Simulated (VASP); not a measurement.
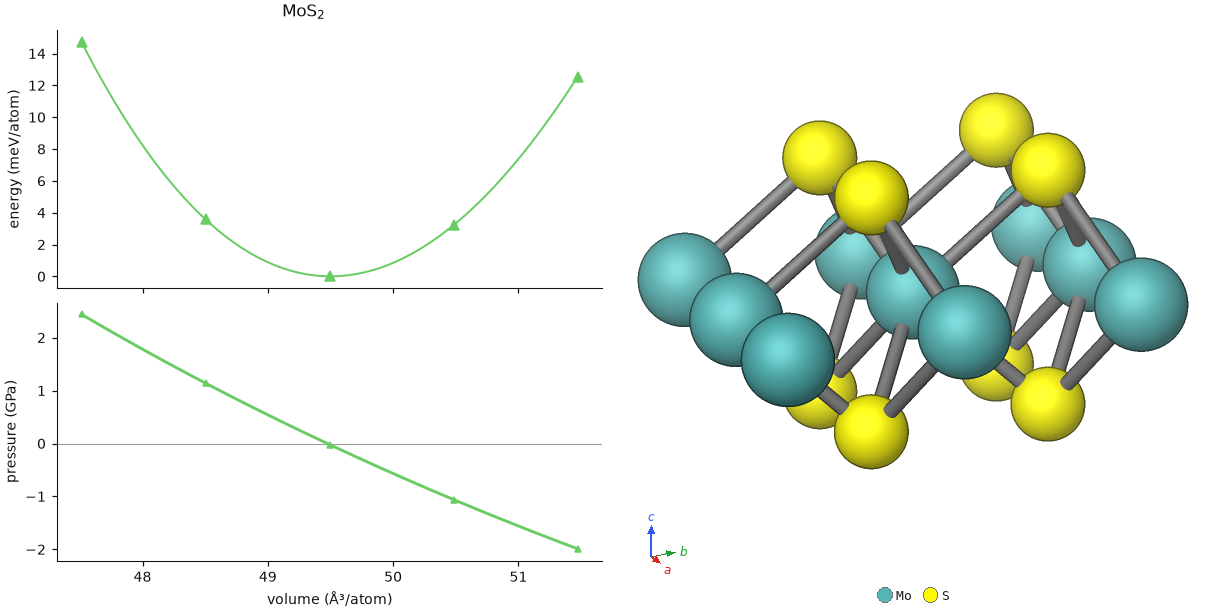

Caption: Energy and pressure against volume for MoS₂, space group P-6m2 (No. 187). The slab (repeated in the plane, vacuum cut away) is drawn beside the plot.

A third-order Birch–Murnaghan fit gives V0 = 49.50 Å³/atom, B0 = 54.9 GPa and B′ = 4.4. The energy is 14.73 meV/atom at volume 47.51 Å³/atom and 12.55 meV/atom at 51.47 Å³/atom; the lowest computed point is at volume 49.49 Å³/atom (0.00 meV/atom), and no other minimum shows among the points. The pressure falls from 2.44 GPa at volume 47.51 Å³/atom to −1.99 GPa at 51.47 Å³/atom, and changes sign near 49.48 Å³/atom.

How it was computed, with VASP 6.6.1: plane-wave DFT, no spin polarisation; energies at scaled volumes of the given cell, shape and fractions fixed, counted from the fit's minimum, third-order Birch-Murnaghan fit. Level: PBEsol.

k mesh 8×8×2; occupations Gaussian; smearing width 0.02 eV; potentials VASP PAW PBE potentials, recommended; wave cutoff 520 eV.

The given structure:
```cif
data_structure
_symmetry_space_group_name_H-M 'P 1'
_symmetry_Int_Tables_number 1
_cell_length_a 3.1409
_cell_length_b 3.1409
_cell_length_c 17.3788
_cell_angle_alpha 90.000
_cell_angle_beta 90.000
_cell_angle_gamma 120.000
_cell_volume 148.48
loop_
_atom_site_label
_atom_site_type_symbol
_atom_site_fract_x
_atom_site_fract_y
_atom_site_fract_z
_atom_site_occupancy
Mo1 Mo 0.00000 0.00000 0.00000 1
S1 S 0.33333 0.66667 0.91034 1
S2 S 0.33333 0.66667 0.08966 1
```

Caveats: shape and atomic fractions are frozen while scaling, which makes layered, chain and framework solids too stiff.

Input file:
```
SYSTEM = MoS2
PREC = Accurate
ENCUT = 520
EDIFF = 1E-6
ISMEAR = 0
SIGMA = 0.02
LREAL = .False.
LASPH = .True.
NELM = 100
ALGO = Normal
ISIF = 2
LWAVE = .False.
LCHARG = .False.
GGA = PS
```

Launched with:
```bash
cat potpaw_PBE.64/Mo_sv/POTCAR potpaw_PBE.64/S/POTCAR > POTCAR
mpirun -np 1 vasp_std > vasp.out
```
